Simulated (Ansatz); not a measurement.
Single-point calculation of ZrS

- system: ZrS (Fm-3m, 2 atoms in the cell)
- method: DFT PBEsol, scalar-relativistic, plane waves, PAW (Ansatz 0.2.0)

The structure derives from an entry of the Crystallography Open Database. It belongs to a series of runs on one base structure; here: extra bands: 0 bands.

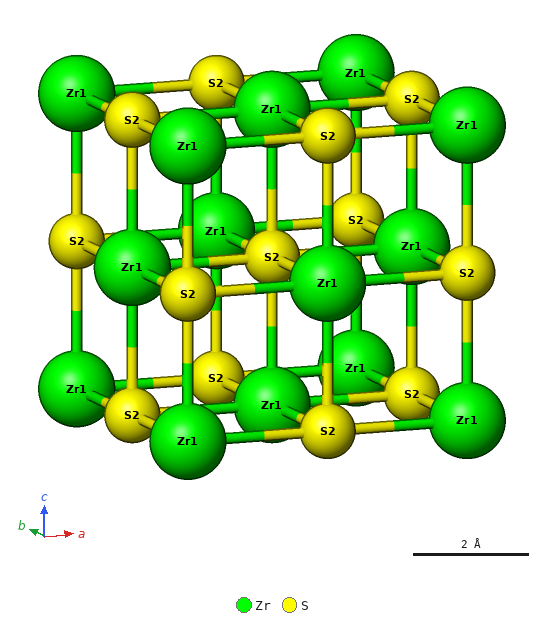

Fig. 1: The structure as given in the input (ball-and-stick view of the cell 4 times as large as that of the calculation, set on its symmetry axes, seen slightly off an axis; atoms are numbered from 1 in the order of the input). An atom can appear more than once, as a periodic image. Near neighbours in the periodic cell (some may lie outside the picture): Zr has 6 S at 2.62 Å; S has 6 Zr at 2.62 Å.

Outcome

```csv
quantity,value
outcome,refused by the program
space group (tolerance 0.01 Å),Fm-3m (225)
hardware,"1 thread of Intel Xeon @ 2.50GHz (Skylake/Cascade Lake), 192 GiB of memory available, shared host"
```

Diagnosis

The program refused the input: “inconsistent input (scf.n_extra_bands, scf.occupations.method): n_bands = 9 leaves no empty band above the 9 bands per channel that the deck's 18 electrons occupy, and the occupations search for the Fermi level (a smearing at a finite width, or tetrahedra): a level found among occupied bands alone can fill a metal as an insulator …”

The input
```yaml
crystal:
  lattice:
    - [0.0, 2.625, 2.625]
    - [2.625, 0.0, 2.625]
    - [2.625, 2.625, 0.0]
  atoms:
    - { symbol: Zr, position: [0.0, 0.0, 0.0] }
    - { symbol: S, position: [0.5, 0.5, 0.5] }
basis:
  ecutwfc: 420
kpoints:
  mp_grid: { grid: [14, 14, 14] }
hamiltonian:
  xc: pbesol
scf:
  occupations: { method: fermi_dirac, width: 0.2 }
  n_extra_bands: 0
output:
  forces: true
  stress: true
  eigenvalues: true
```

Launched with:
```bash
ansatz run input.yaml --threads 1 --pin off --max-ram 2560MiB --backend cpu --events-out ev --progress --plain --runs-dir out
```

Output
```
Error: inconsistent input (scf.n_extra_bands, scf.occupations.method): n_bands = 9 leaves no empty band above the 9 bands per channel that the deck's 18 electrons occupy, and the occupations search for the Fermi level (a smearing at a finite width, or tetrahedra): a level found among occupied bands alone can fill a metal as an insulator; raise scf.n_extra_bands until at least 10 bands are solved (omitted, it auto-derives to 14) (see scf.n_extra_bands in the input reference)
```
